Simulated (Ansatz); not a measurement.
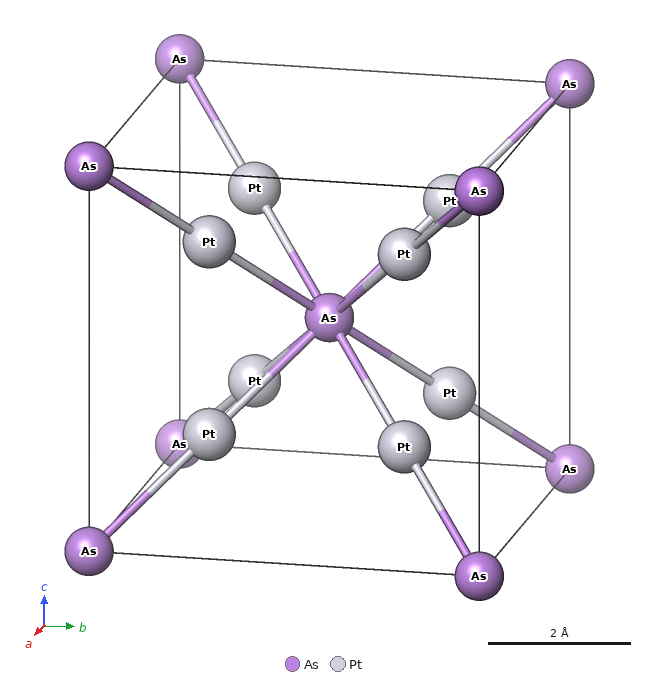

The image is a ball-and-stick drawing of a crystal, viewed slightly off an axis. The frame is the conventional unit cell; atoms at its boundary are shown with their periodic copies. Cell: a = 5.66 Å, b = 5.66 Å, c = 5.66 Å, α = 90.00°, β = 90.00°, γ = 90.00°.

The model was built from a structure type filled with these elements by a generator (whether the compound takes this form wasn't checked). Earlier steps of the study may have refined or changed the cell and positions. It was run through Ansatz as a DFT input.

### Summary of the structure:

The material is AsPt4. It is body-centred cubic, space group Im-3m (No. 229). One cell contains 2 As, 8 Pt, 10 atoms in all. Each As atom has eight Pt in a cubic arrangement at about 2.5 Å around it. About every Pt there are two As in a linear arrangement at about 2.5 Å. Not all metal-metal contacts are counted. The bonds build a three-dimensional framework.

Theory: DFT PBE, scalar-relativistic, plane waves, PAW in Ansatz 0.2.0. Numerical settings: an energy cutoff of 420 eV, k-points about 0.16 Å⁻¹ apart, Gaussian smearing of 0.1 eV, no spin polarisation.

### How large a gap does the method give, if there is one?

A metal: bands cross the Fermi level.

### What net charge does each kind of atom have (Bader)?

As +0.47 e; Pt -0.12 e.

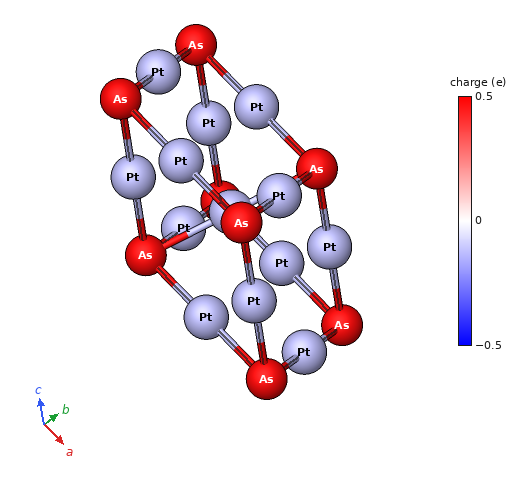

The atoms coloured by those charges. The run's cell of 5 atoms is drawn, so axes and origin can differ from the first picture.

### Is this the optimised geometry for these settings?

Yes. All forces vanish to within 0.01 eV/Å. The pressure is 0.0 GPa, close to zero.
